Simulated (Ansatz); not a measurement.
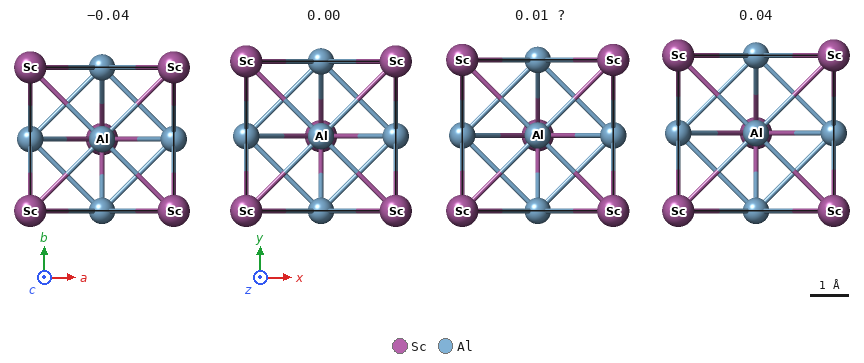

A scan of a crystal of ScAl₃ (I4/mmm): the cell is strained equally along x and y, with the atoms kept at their fractional coordinates. x, y and z are the Cartesian axes of the input. A ball-and-stick model of the conventional cell (2 times the calculation's cell), seen along the c axis. Lengths and directions refer to the drawn axes.

Method: DFT r2SCAN, scalar-relativistic, plane waves, PAW in Ansatz 0.2.0. Set-up: plane-wave cutoff 500 eV; k-point mesh 16 × 16 × 16; occupations gaussian; smearing width 0.15 eV; no spin polarisation. Energies (free energies at the smearing named) are counted from the relaxed crystal.

| strain | ΔE (meV/atom) |
| --- | --- |
| −0.040 | 45.4 |
| −0.020 | 10.7 |
| 0.000 | 0.0 |
| 0.010 | ? |
| 0.030 | 21.6 |
| 0.040 | 37.2 |

One row is withheld. What is its energy?

A straight line between the two neighbours gives 7.2 meV/atom. A cubic through the four nearest rows (−0.020, 0.000, 0.030, 0.040) gives, with Lagrange weights, (−0.1000)(10.7) + (0.7500)(0.0) + (0.6000)(21.6) + (−0.2500)(37.2) = 2.6 meV/atom. The calculation gives 2.6 meV/atom, so the cubic is right to the digits shown and the straight line 4.6 meV/atom too high, as the curve bends upwards here.

The whole profile:

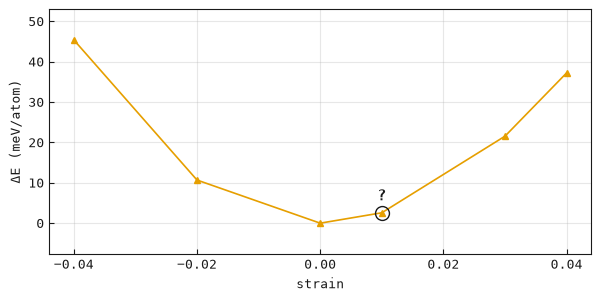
